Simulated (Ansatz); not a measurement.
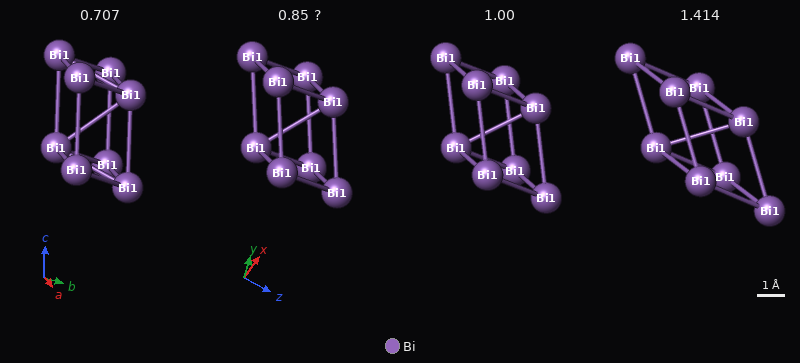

A scan of solid Bi (Im-3m): the ratio of the cell's length along z to its lengths across, counted as 1 for the reference, is changed at fixed volume (a tetragonal or Bain path), with the atoms kept at their fractional coordinates. x, y and z are the Cartesian axes of the input. The picture is a ball-and-stick view of the cell of the calculation, seen slightly off an axis.

Theory: DFT PBEsol, scalar-relativistic, plane waves, PAW (Ansatz 0.2.0). Settings: plane-wave cutoff 420 eV; k-point mesh 18 × 18 × 18; occupations gaussian; smearing width 0.15 eV; no spin polarisation. Energies (free energies at the smearing named) are counted from the cell as listed in its source, which wasn't relaxed.

```csv
axial ratio over its reference value,ΔE (meV/atom)
0.707,82.4
0.780,20.4
0.850,?
1.000,0.0
1.200,27.0
1.414,53.1
```

### Estimate the missing energy from the other rows, and compare with the calculation.

A straight line between the two neighbours gives 13.9 meV/atom. A cubic through the four nearest rows (0.707, 0.780, 1.000, 1.200) gives, with Lagrange weights, (−0.3485)(82.4) + (1.1130)(20.4) + (0.2718)(0.0) + (−0.0363)(27.0) = −7.0 meV/atom. The calculation gives 9.6 meV/atom, so the cubic is 16.6 meV/atom too low and the straight line 4.3 meV/atom too high, as the curve bends upwards here. The cubic misses by much of the step between rows, so the curve changes faster here than four points can follow.

The whole profile:

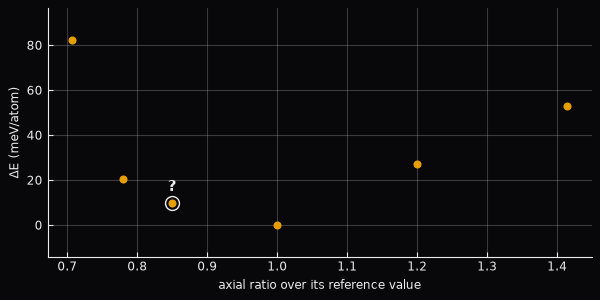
